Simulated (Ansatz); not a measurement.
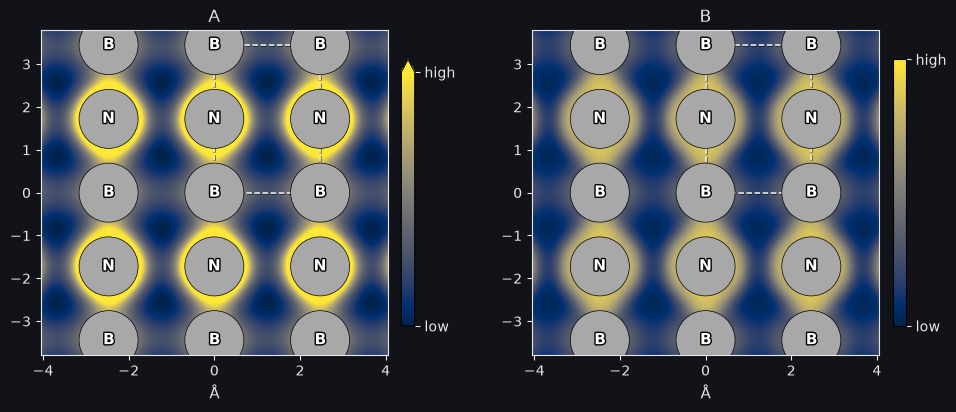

BN: 2 fields on the (100) plane of the conventional cell, with unlabelled colour scales. Grey discs cover the atomic cores.

Space group I4/mmm; started from the rocksalt prototype, which need not be the ambient phase; changed on purpose from its base cell (uniaxial x strain -1.4%); computed pressure about −3 GPa in this cell.

Computed with Ansatz 0.2.0, DFT, HSE06, plane waves, PAW.

### Match the panels to the quantities (electron localisation function and valence pseudo-density).

Panel A: valence pseudo-density. Panel B: electron localisation function. From the grid: B–N (1.72 Å): the density is about 0.97 e/Å³ at the midpoint; the ELF peaks at about 0.85 between the atoms.
